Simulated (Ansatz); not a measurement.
# BAs: short molecular dynamics of a 16-atom cell, part 2 of 2

Aim: follow the atoms of BAs (zincblende) in time, from their lattice sites. Runs: PBEsol, 20 steps of 1.5 fs under a Langevin thermostat at 1300 K; r2SCAN, 20 steps of 1.5 fs under a Nosé-Hoover thermostat at 800 K. The cell is a 2×2×2 supercell of the structure relaxed with r2SCAN.

Ansatz 0.2.0, plane waves. The steps go on from the part before.

## (8) Frames and traces

Every step; energies are changes from step 0; msd is the mean square displacement from the start, the centre of mass held:

| time (fs) | T (K) | potential energy change (meV/atom) | conserved energy change (meV/atom) | msd B (Å²) | msd As (Å²) |
| --- | --- | --- | --- | --- | --- |
| 0.0 | 800 | 0.0 | 0.00 | 0.000 | 0.000 |
| 1.5 | 778 | 2.6 | 0.02 | 0.001 | 0.000 |
| 3.0 | 716 | 10.3 | 0.08 | 0.002 | 0.000 |
| 4.5 | 621 | 21.9 | 0.18 | 0.004 | 0.000 |
| 6.0 | 508 | 35.7 | 0.31 | 0.007 | 0.001 |
| 7.5 | 393 | 49.8 | 0.44 | 0.009 | 0.001 |
| 9.0 | 294 | 62.0 | 0.56 | 0.012 | 0.001 |
| 10.5 | 225 | 70.4 | 0.63 | 0.013 | 0.002 |
| 12.0 | 195 | 74.1 | 0.65 | 0.014 | 0.002 |
| 13.5 | 207 | 72.6 | 0.61 | 0.014 | 0.002 |
| 15.0 | 256 | 66.7 | 0.53 | 0.013 | 0.003 |
| 16.5 | 331 | 57.5 | 0.42 | 0.011 | 0.003 |
| 18.0 | 419 | 46.8 | 0.31 | 0.009 | 0.004 |
| 19.5 | 505 | 36.5 | 0.20 | 0.007 | 0.004 |
| 21.0 | 574 | 28.2 | 0.13 | 0.006 | 0.005 |
| 22.5 | 618 | 23.1 | 0.09 | 0.005 | 0.005 |
| 24.0 | 629 | 22.0 | 0.08 | 0.005 | 0.006 |
| 25.5 | 606 | 25.0 | 0.10 | 0.005 | 0.006 |
| 27.0 | 552 | 31.8 | 0.16 | 0.007 | 0.007 |
| 28.5 | 474 | 41.6 | 0.23 | 0.009 | 0.007 |
| 30.0 | 381 | 53.2 | 0.32 | 0.012 | 0.008 |

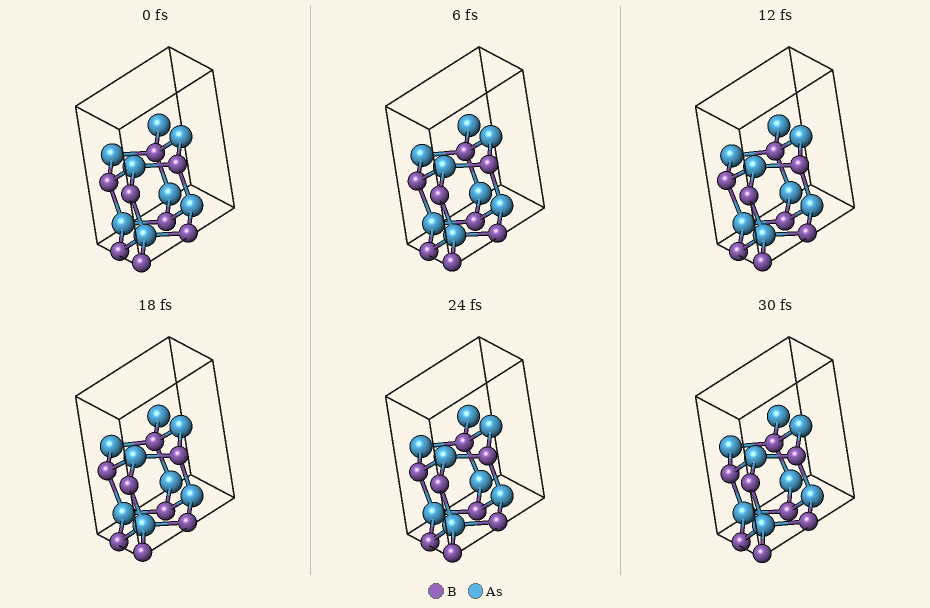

Six frames of the run, seen slightly off an axis. Each atom of the cell is drawn once. Atoms are followed across the cell's faces. Sticks are the contacts of the first frame, kept unless stretched by 40 %.

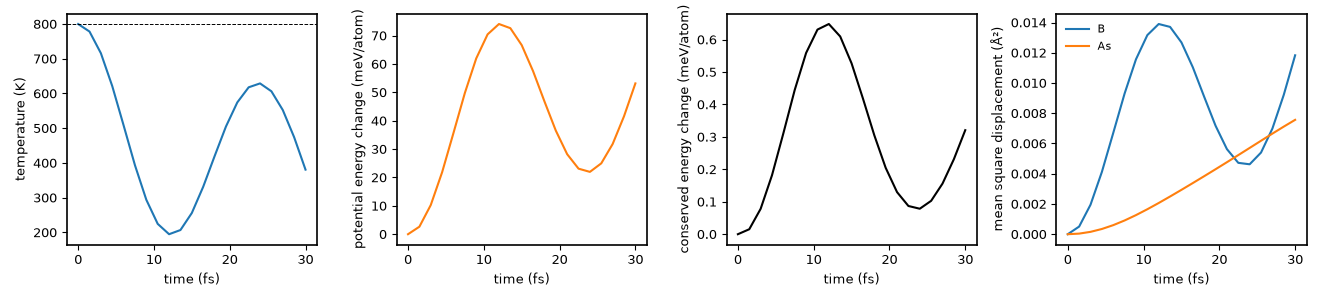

Time series of the run, each on its own scale. The dashed line is the set temperature.

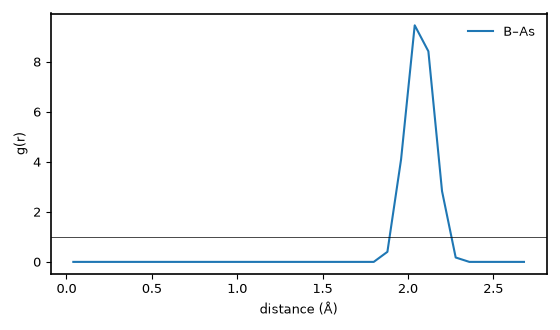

Pair distribution functions over the second half of the run, in bins of 0.08 Å, lightly smoothed, out to 2.8 Å.

First peaks of g(r) (not always the tallest), and, where a minimum follows, the mean number of second-named atoms round a first-named one up to the next minimum:

| pair | peak (Å) | height | minimum (Å) | neighbours |
| --- | --- | --- | --- | --- |
| B–As | 2.04 | 9.5 | 2.36 | 4.0 |

## (9) Positions and forces

Positions (Å) and forces (eV/Å):

```xyz
16
Lattice="0.000 4.784 4.784 4.784 0.000 4.784 4.784 4.784 0.000" Properties=species:S:1:pos:R:3:forces:R:3 pbc="T T T" time_fs=4.5 T=621 dE=0.3496
B     0.003    0.034    0.016   -0.249   -0.587   -0.240
As    1.206    1.194    1.183    0.088   -0.376    0.717
B     2.404    2.332    0.014   -0.063    1.035   -0.199
As    3.578    3.590    1.198    0.105    0.077   -0.050
B     2.430   -0.018    2.413   -0.728    0.250   -0.182
As    3.576    1.204    3.592    0.979   -0.050   -0.511
B     4.848    2.397    2.354   -1.262   -0.023    0.490
As    5.973    3.567    3.580    0.681    0.084    0.097
B     0.011    2.377    2.373   -0.081    0.493    0.250
As    1.202    3.587    3.603   -0.464    0.073   -0.390
B     2.320    4.810    2.360    1.264   -0.788    0.871
As    3.590    5.981    3.592   -0.479    0.117   -1.120
B     2.411    2.376    4.733   -0.296    0.475    1.217
As    3.590    3.618    5.986    0.343   -0.639   -0.765
B     4.769    4.811    4.694    0.358   -0.627    1.485
As    5.979    5.965    5.994   -0.195    0.486   -1.670
16
Lattice="0.000 4.784 4.784 4.784 0.000 4.784 4.784 4.784 0.000" Properties=species:S:1:pos:R:3:forces:R:3 pbc="T T T" time_fs=10.5 T=225 dE=1.1272
B     0.000    0.061    0.030   -0.410   -1.014   -0.460
As    1.219    1.189    1.170   -0.040   -0.620    1.425
B     2.419    2.283    0.028   -0.084    1.836   -0.396
As    3.565    3.594    1.200    0.248    0.107   -0.094
B     2.459   -0.035    2.436   -1.294    0.477   -0.298
As    3.565    1.213    3.596    1.734   -0.227   -0.865
B     4.896    2.404    2.319   -2.224   -0.028    0.801
As    5.966    3.540    3.570    1.201    0.323    0.257
B     0.023    2.371    2.354   -0.159    0.802    0.431
As    1.207    3.586    3.622   -0.887    0.097   -0.694
B     2.261    4.821    2.345    2.317   -1.454    1.610
As    3.592    5.984    3.592   -0.823    0.338   -2.069
B     2.427    2.368    4.701   -0.590    0.862    2.117
As    3.594    3.654    5.991    0.658   -1.327   -1.303
B     4.761    4.828    4.618    0.764   -1.169    2.623
As    5.978    5.947    6.005   -0.411    0.997   -3.085
16
Lattice="0.000 4.784 4.784 4.784 0.000 4.784 4.784 4.784 0.000" Properties=species:S:1:pos:R:3:forces:R:3 pbc="T T T" time_fs=15.0 T=256 dE=1.0666
B    -0.010    0.062    0.032   -0.281   -0.927   -0.463
As    1.229    1.184    1.164   -0.284   -0.531    1.585
B     2.428    2.283    0.030   -0.183    1.748   -0.470
As    3.556    3.597    1.202    0.356    0.082   -0.099
B     2.455   -0.038    2.447   -1.255    0.549   -0.383
As    3.562    1.220    3.597    1.610   -0.161   -0.728
B     4.888    2.409    2.308   -2.165   -0.249    0.773
As    5.965    3.520    3.563    1.236    0.524    0.360
B     0.028    2.382    2.349   -0.153    0.674    0.411
As    1.209    3.585    3.634   -1.035   -0.007   -0.672
B     2.264    4.800    2.365    2.100   -0.989    1.267
As    3.590    5.987    3.586   -0.517    0.195   -1.970
B     2.428    2.380    4.720   -0.493    0.682    1.975
As    3.600    3.678    5.991    0.663   -1.621   -1.213
B     4.770    4.817    4.614    0.612   -0.909    2.462
As    5.976    5.937    6.005   -0.211    0.941   -2.835
16
Lattice="0.000 4.784 4.784 4.784 0.000 4.784 4.784 4.784 0.000" Properties=species:S:1:pos:R:3:forces:R:3 pbc="T T T" time_fs=19.5 T=505 dE=0.5844
B    -0.026    0.046    0.025    0.018   -0.535   -0.334
As    1.238    1.178    1.161   -0.594   -0.203    1.399
B     2.434    2.313    0.023   -0.348    1.073   -0.469
As    3.548    3.600    1.203    0.456    0.037   -0.099
B     2.429   -0.031    2.451   -0.822    0.522   -0.461
As    3.562    1.227    3.595    0.978    0.009   -0.302
B     4.841    2.408    2.311   -1.447   -0.575    0.611
As    5.967    3.502    3.557    0.938    0.724    0.402
B     0.031    2.406    2.352   -0.103    0.286    0.278
As    1.207    3.585    3.645   -1.008   -0.192   -0.464
B     2.303    4.762    2.408    1.207    0.022    0.390
As    3.588    5.990    3.576    0.142   -0.091   -1.271
B     2.420    2.404    4.774   -0.208    0.194    1.183
As    3.607    3.698    5.988    0.438   -1.731   -0.676
B     4.789    4.791    4.653    0.203   -0.221    1.499
As    5.973    5.928    5.997    0.151    0.681   -1.683
16
Lattice="0.000 4.784 4.784 4.784 0.000 4.784 4.784 4.784 0.000" Properties=species:S:1:pos:R:3:forces:R:3 pbc="T T T" time_fs=25.5 T=606 dE=0.3997
B    -0.045    0.012    0.007    0.418    0.182   -0.051
As    1.248    1.168    1.164   -1.069    0.493    0.765
B     2.431    2.381    0.002   -0.419   -0.324   -0.301
As    3.539    3.604    1.204    0.558   -0.042   -0.143
B     2.373   -0.008    2.444    0.140    0.283   -0.354
As    3.567    1.235    3.592   -0.206   -0.045    0.461
B     4.743    2.391    2.331    0.187   -0.689    0.234
As    5.973    3.480    3.551    0.082    1.062    0.304
B     0.033    2.444    2.362   -0.031   -0.385    0.019
As    1.202    3.584    3.657   -0.622   -0.391   -0.130
B     2.386    4.715    2.473   -0.293    1.012   -0.653
As    3.585    5.994    3.556    0.991   -0.133   -0.016
B     2.404    2.439    4.875    0.069   -0.422   -0.387
As    3.617    3.717    5.982   -0.120   -1.713    0.515
B     4.820    4.751    4.742   -0.129    0.597   -0.468
As    5.970    5.920    5.981    0.443    0.514    0.205
16
Lattice="0.000 4.784 4.784 4.784 0.000 4.784 4.784 4.784 0.000" Properties=species:S:1:pos:R:3:forces:R:3 pbc="T T T" time_fs=30.0 T=381 dE=0.8506
B    -0.051   -0.012   -0.008    0.531    0.625    0.199
As    1.252    1.163    1.169   -1.433    1.049    0.158
B     2.421    2.428   -0.021   -0.198   -1.253    0.021
As    3.534    3.608    1.205    0.605   -0.161   -0.208
B     2.332    0.016    2.431    0.877   -0.086   -0.026
As    3.570    1.242    3.591   -1.069   -0.426    1.071
B     4.669    2.365    2.352    1.449   -0.291   -0.263
As    5.978    3.467    3.547   -0.664    1.374    0.080
B     0.033    2.465    2.370   -0.001   -0.764   -0.157
As    1.196    3.581    3.665   -0.133   -0.410   -0.024
B     2.446    4.698    2.510   -1.292    1.109   -1.090
As    3.586    5.997    3.542    1.403    0.135    0.792
B     2.393    2.458    4.946    0.134   -0.634   -1.447
As    3.625    3.727    5.979   -0.536   -1.640    1.342
B     4.842    4.732    4.803   -0.186    0.831   -1.821
As    5.969    5.916    5.968    0.515    0.541    1.375
```

## (10) Outcome

This closing draws on all 2 parts.

| quantity | value |
| --- | --- |
| run 1: length | 20 steps of 1.5 fs |
| run 1: temperature, first and last step | 1219 and 629 K |
| run 1: temperature, second half | mean 778 K, from 545 to 993 K |
| run 1: potential energy, second half | +77 meV/atom from this run's first step |
| run 1: mean square displacement, second half | As 0.011, B 0.010 Å² |
| run 2: length | 20 steps of 1.5 fs |
| run 2: temperature, first and last step | 800 and 381 K |
| run 2: temperature, second half | mean 486 K, from 256 to 629 K |
| run 2: potential energy, second half | +39 meV/atom from this run's first step |
| run 2: largest change of the conserved energy | 0.65 meV/atom |
| run 2: mean square displacement, second half | B 0.008, As 0.005 Å² |

**Reading.** Run 1: Against a set 1300 K the second half averages 778 K with a spread of 150 K (in equilibrium 16 atoms would scatter by about 265 K, over a far longer run); 77 meV/atom has gone into potential energy, and a thermostat that acts over some 100 fs has not made it up in 30 fs. The farthest move is 0.22 Å, against a mean nearest distance of 2.1 Å at the start: no atom has changed site so far. Run 2: Against a set 800 K the second half averages 486 K with a spread of 120 K (in equilibrium 16 atoms would scatter by about 169 K, over a far longer run); 39 meV/atom has gone into potential energy, and a thermostat that acts over some 100 fs has not made it up in 30 fs. The conserved energy strays from its start by at most 0.65 meV/atom, 1.1 % of the mean kinetic energy, which is good for a step of 1.5 fs. The farthest move is 0.18 Å, against a mean nearest distance of 2.1 Å at the start: no atom has changed site so far. Averages from a run of 30 fs with 16 atoms are rough.
